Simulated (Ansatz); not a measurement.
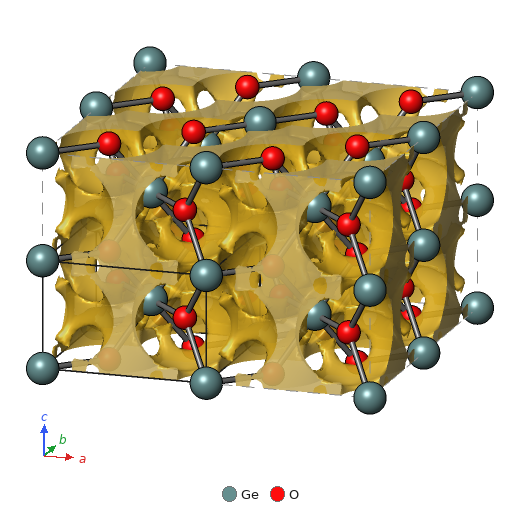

The yellow surface encloses the points that the centre of a probe sphere of radius 0.10 Å can occupy in GeO2 in space group P4_2/mnm, computed on a grid of about 0.12 Å (2×2×2 cells shown, view slightly off an axis; pale faces close the region where the box cuts it).

Hard-sphere model; Shannon crystal radii (six-coordinate where tabulated): Ge 0.67 Å, O 1.26 Å.

The cell is taken from the end point of a relaxation in a fixed cell with DFT PBE, scalar-relativistic, plane waves, PAW in Ansatz 0.2.0.

```cif
data_structure
_symmetry_space_group_name_H-M 'P 1'
_symmetry_Int_Tables_number 1
_cell_length_a 4.3950
_cell_length_b 4.3950
_cell_length_c 2.8600
_cell_angle_alpha 90.000
_cell_angle_beta 90.000
_cell_angle_gamma 90.000
_cell_volume 55.24
loop_
_atom_site_label
_atom_site_type_symbol
_atom_site_fract_x
_atom_site_fract_y
_atom_site_fract_z
_atom_site_occupancy
Ge1 Ge 0.00000 0.00000 0.00000 1
Ge2 Ge 0.50000 0.50000 0.50000 1
O1 O 0.30521 0.30521 0.00000 1
O2 O 0.19479 0.80521 0.50000 1
O3 O 0.69479 0.69479 0.00000 1
O4 O 0.80521 0.19479 0.50000 1
```

Q: Is the space open to the probe made of pockets or channels?

A: Where they connect, they form a three-dimensional network.

Q: What share of the cell can the probe's centre reach?

A: About 20 % of the volume (11 Å³ of 55.2 Å³).

Q: Give the largest included and the largest free sphere.

A: The largest sphere that fits anywhere has a diameter of 0.97 Å; the largest that can travel through the crystal, about 0.8 Å.

Q: How does the connectivity change as the probe shrinks?

A: Below a radius of about 0.40 Å the space forms one-dimensional channels along [001]. Below a radius of about 0.32 Å the space forms a three-dimensional network. These are grid estimates, good to about 0.05 Å.
